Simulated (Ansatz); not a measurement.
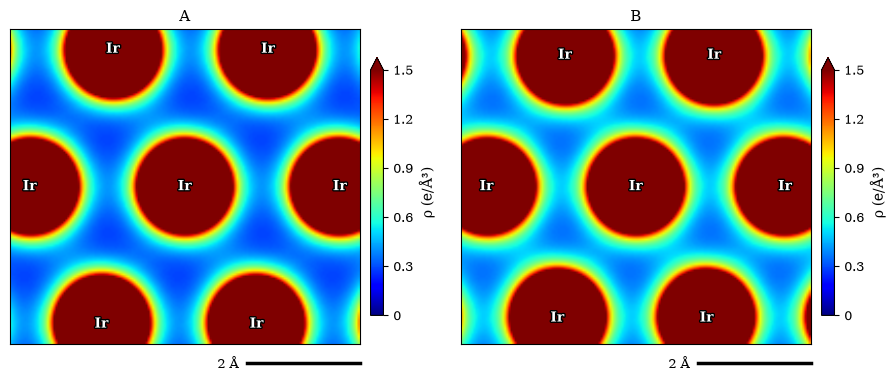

Ir. The valence pseudo-density of two cells that differ in size and shape, on the (100) plane of each (indices in the axes of the calculation cell), at one length scale and on one colour scale; one has 13.4 and the other 15.2 Å³ an atom.

Space group I4/mmm; computed without spin polarisation.

Computed with DFT r2SCAN, scalar-relativistic, plane waves, PAW in Ansatz.

In a PAW calculation such maps are meaningful between the atoms, not at the nuclei.

The larger cell:

```
Ir
1.0
     0.00000    2.01568    1.87171
     2.01568    0.00000    1.87171
     2.01568    2.01568    0.00000
Ir
1
Direct
  0.00000 0.00000 0.00000
```

The smaller cell: a = 2.648 Å, b = 2.648 Å, c = 2.715 Å, α = 59.16°, β = 59.16°, γ = 61.68°.

### Which is the denser cell? Describe the effect of the change.

Panel B is the smaller cell, by 12 % in volume. From the larger cell to the smaller, Ir–Ir goes from 2.75 to 2.65 Å, and the density at its midpoint from 0.42 to 0.5 e/Å³; the pressure goes from −21 to 25 GPa.
